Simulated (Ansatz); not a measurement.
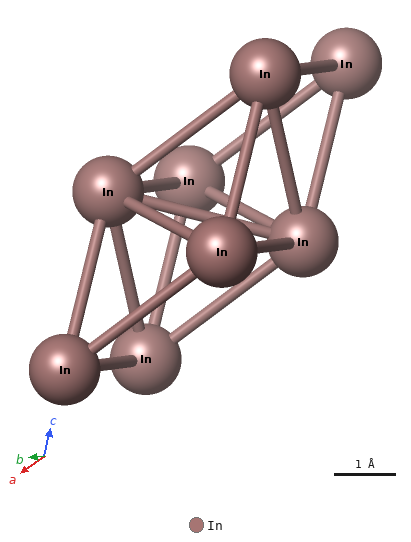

Figure 1. The structure as given in the input (ball-and-stick view of the cell of the calculation, seen at an oblique angle).

Band-structure calculation of In

In (I4/mmm, 1 atom in the cell), computed with DFT, PBE, all-electron LAPW, scalar-relativistic, no spin polarisation (Ansatz 0.2.0).

The structure derives from an entry of the Crystallography Open Database. It belongs to a series of runs on one base structure; here: volume scaled by 0.99.

## Input
```yaml
crystal:
  lattice:
    - [-1.6207113306, 1.6207113306, 2.4656758579]
    - [1.6207113306, -1.6207113306, 2.4656758579]
    - [1.6207113306, 1.6207113306, -2.4656758579]
  atoms:
    - { symbol: In, position: [0.0, 0.0, 0.0] }
kpoints:
  mp_grid: { grid: [12, 12, 14] }
  band_path:
    path:
      - [0.0, 0.0, 0.0]
      - [0.0, 0.0, 0.5]
      - [0.25, 0.25, 0.25]
      - [0.0, 0.5, 0.0]
      - [0.0, 0.0, 0.0]
      - [0.5, 0.5, -0.5]
      - [0.3580138334, 0.6419861666, -0.3580138334]
      - [-0.3580138334, 0.3580138334, 0.3580138334]
      - [0.0, 0.0, 0.0]
    npoints: 5
scf:
  occupations: { method: fermi_dirac, width: 0.05 }
hamiltonian:
  xc: pbe
  pseudopotentials: { kind: all_electron, lapw: { basis_error: 0.001 } }
output:
  forces: true
  stress: true
  eigenvalues: true
```

Launched with:
```bash
ansatz run input.yaml --threads 1 --pin off --max-ram 3072MiB --backend cpu --events-out ev --progress --plain --runs-dir out
```

## What the program printed
```
Warning: crystal.symmetry: narrowed to the stabiliser of the k-point mesh — unitary ops 16 → 4; excluded 12 operations that carry a point of the 12×12×14 mesh (shift [0, 0, 0]) off the mesh (the run samples exactly the mesh kpoints.mp_grid names, as under crystal.symmetry.detect: false, and its converged state has the mesh's symmetry, not the crystal's; ε∞, the Born charges and the force constants of a linear response (`dielectric:` by the response, `phonons.method: dfpt`) are averaged over those of the crystal's operations that the state keeps within a tolerance, where `mesh_tensors`, `unaveraged_element` or `gamma_mean_max_change_ev_ang2` stands beside them; a row that `dielectric.field_direction` solves alone is averaged likewise, with nothing beside; a Γ-centred mesh of equal divisions is mapped onto itself by every operation and keeps the whole group, as does a half-shifted one under kpoints.further_shifts: images)
LAPW: plane waves up to 6.878 Å⁻¹, error target 1.0e-3 eV per atom; small_component_spin mean_spin; In in spheres of 1.621 Å, 21 of its electrons in bands, Dirac shells [] (how accurate: hamiltonian.pseudopotentials.lapw.basis_error, Limitations)
Engine: ansatz 0.2.0, aarch64-unknown-linux-gnu
Pseudopotentials: kind: all_electron
Pseudopotential: In, LAPW, valence charge 21, lapw/all_electron/scalar/gaussian/In, Koelling and Harmon's equation, gaussian nucleus
Functional definition: PBE
  parameter kappa = 0.804
  parameter beta = 0.06672455060314922
  exchange = pbe_x(kappa = kappa, mu = beta*pi^2/3)
  correlation = pbe_c(beta = beta)
Crystal: 1 atoms, lattice volume = 25.906 Å³
Basis set: ecut = 180.24874047870978 eV, 145 PW (Γ), exchange–correlation at level 2
Bands: 15, of which v1, the nominal top of the filled ones, is band 11 counted from 1 (10 counted from 0)
Symmetry: 4 space group operations
k-points: 554 of 2016
Non-local potential: In, projectors of the file, none
Initial density: superposition of atomic densities (chi_scale 0.1, normalization cell)
Initial wavefunctions: plane waves of lowest kinetic energy (no species holds an atomic orbital)
Functional: x = pbe(κ = 0.804, μ = 0.2195149727645171), c = pbe(β = 0.06672455060314922)
iter 1 solved again at ethr=3.44e-5 eV; its pass at ethr=1.00e-1 eV (dr2=7.23e-3 eV) is discarded
SCF iter   1: F=—  HF=-160045.989802 eV  |F-HF|=—  |Δ(HF+E_count)|=         —  Δρ=6.29e-3  dr2=7.29e-3  ethr=3.44e-5  ⟨swp⟩=3.5  Hψ=60110  notcnv=0
preconditioner: auto → Kerker (q_TF=auto, 2.634 Å⁻¹)  [metal: Δε(μ)=0.017 eV  Ē_g=19.438 eV  σ=0.050 eV  W_gap=0.09  n_scr=10 (ndim 8)  ℏωp=26.3 eV  f_vac=0.000  D(μ)=0.50/eV (n_scr^D=0)]
SCF iter   2: F=—  HF=-160045.963141 eV  |F-HF|=—  |Δ(HF+E_count)|=   2.67e-2  Δρ=3.55e-3  dr2=2.81e-3  ethr=3.44e-5  ⟨swp⟩=2.0  Hψ=24275  notcnv=0
SCF iter   3: F=—  HF=-160045.961473 eV  |F-HF|=—  |Δ(HF+E_count)|=   1.67e-3  Δρ=2.39e-3  dr2=1.44e-3  ethr=1.34e-5  ⟨swp⟩=2.0  Hψ=23608  notcnv=0
SCF iter   4: F=—  HF=-160045.961368 eV  |F-HF|=—  |Δ(HF+E_count)|=   1.05e-4  Δρ=1.01e-3  dr2=3.20e-4  ethr=6.88e-6  ⟨swp⟩=2.0  Hψ=23618  notcnv=0
iter 5 solved again at ethr=8.46e-8 eV; its pass at ethr=1.53e-6 eV (dr2=1.78e-5 eV) is discarded
SCF iter   5: F=—  HF=-160045.961488 eV  |F-HF|=—  |Δ(HF+E_count)|=   1.20e-4  Δρ=2.27e-4  dr2=1.78e-5  ethr=8.46e-8  ⟨swp⟩=2.0  Hψ=40010  notcnv=0
SCF iter   6: F=—  HF=-160045.961491 eV  |F-HF|=—  |Δ(HF+E_count)|=   3.20e-6  Δρ=5.35e-5  dr2=6.79e-7  ethr=8.46e-8  ⟨swp⟩=2.0  Hψ=23606  notcnv=0
SCF iter   7: F=-160045.961491 eV  HF=-160045.961491 eV  |F-HF|=8.99e-9  |Δ(HF+E_count)|=   1.11e-7  Δρ=1.39e-5  dr2=6.44e-8  ethr=3.24e-9  ⟨swp⟩=2.0  Hψ=23614  notcnv=0
SCF 1 converged in 7 iterations: F = -160045.961491 eV  dr2 = 6.44e-8
```

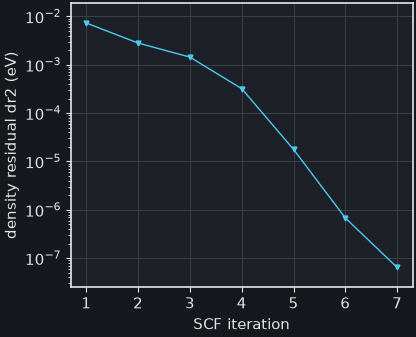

Figure 2. Convergence of the self-consistent field: density residual dr2 against the SCF iteration. The residual falls at every step.

```
NSCF: frozen V_eff on 41 k-points
SCF converged after 7 iterations
Free energy (F): -160045.961491 eV
Harris-Foulkes:  -160045.961491 eV  (|F-HF|=8.99e-9)
Internal energy: -160045.957435 eV  (E = F + TS)
E sigma→0 (E₀):  -160045.959463 eV
Entropy (-TS):   -0.004056 eV (-4.056 meV/atom)
Fermi energy:    13.706872 eV
--- Per-component energies (eV) ---
  E_band       = -543.480115
  E_kinetic    = 167988.190142
  E_xc         = -4353.053806
  E_electrostatic = -323681.093772  (all electrons and nuclei)
  E_smearing   = -0.004056  (= −TS)
  E_closure    = 0.000000  (closes the sum)
  E_atoms      = -160043.426162  (free atoms, spherical and without spin; not in F)
  Σ components = -160045.961491   (vs F -160045.961491, Δ=0.00e0)
  Basis errors (estimates in eV, not in F): energy 2.1e-4 per atom: plane waves 2.1e-4 (1.1e-4 summed), levels above the bands 3.4e-117, relativity 4.8e-8, radial functions 2.3e-6, core shells 1.2e-9; eigenvalues (radial functions only) 1.4e-5; not estimated: angular momenta, meshes, grids; target (lapw.basis_error) 1.0e-3; muffin-tin radii In 1.621 Å
--- Forces (eV/Å), atoms counted from 1 ---
  atom   1  In    -0.00000000     0.00000000     0.00000000
  max |Σ_I F_I| component: 1.85e-32 eV/Å
--- Stress (GPa, compression-positive) ---
        2.413958      -0.251319       0.193057
       -0.251319       2.413958       0.193057
        0.193057       0.193057       2.714077
  P = ⅓ Tr σ = 2.5140 GPa (25.140 kbar)
--- Band table (eV; the first three rows and the last of 554) ---
  k-point 0: bands = ["-101.7484", "-60.2297", "-60.2228", "-60.2218", "-1.0061", "-0.8978", "-0.8969", "-0.8133", "-0.7087", "4.1017", "24.3435", "24.3442", "24.5222", "25.2968", "27.7400"]
  k-point 1: bands = ["-101.7484", "-60.2299", "-60.2232", "-60.2220", "-0.9837", "-0.9092", "-0.8843", "-0.8077", "-0.7180", "4.2591", "23.3852", "23.5713", "23.7773", "24.6307", "28.8112"]
  k-point 2: bands = ["-101.7483", "-60.2302", "-60.2243", "-60.2227", "-0.9433", "-0.9198", "-0.8459", "-0.8049", "-0.7341", "4.7345", "21.7870", "22.0092", "22.6179", "23.5900", "26.8867"]
  k-point 553: bands = ["-101.7479", "-60.2364", "-60.2252", "-60.2242", "-1.1862", "-1.0614", "-0.6032", "-0.5701", "-0.5692", "10.8033", "11.0090", "18.4699", "18.4705", "21.9360", "21.9657"]
```

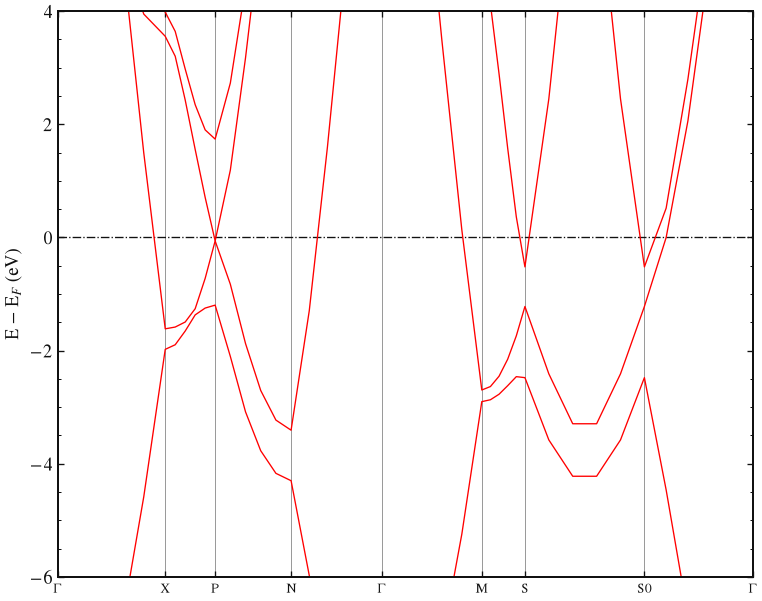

Figure 3. Band structure along Γ–X–P–N–Γ–M–S–S0–Γ, with energies from the Fermi level. Bands cross the Fermi level: a metal at this level of theory.

## Summary

- outcome: converged
- space group (tolerance 0.01 Å): I4/mmm (139)
- electrons in bands (core shells apart): 21
- free energy: −160045.9615 eV
- Fermi energy: 13.707 eV
- pressure: 2.51 GPa
- electronic character: metal
- largest force (length of the vector): under 0.001 eV/Å
- hardware: 1 thread of Arm Neoverse V2, 24 GiB of memory available, shared host
- wall time: 38 s
- peak memory: 0.55 GiB

## Remarks

The program warns: the k-point mesh lowers the symmetry that the run can use.
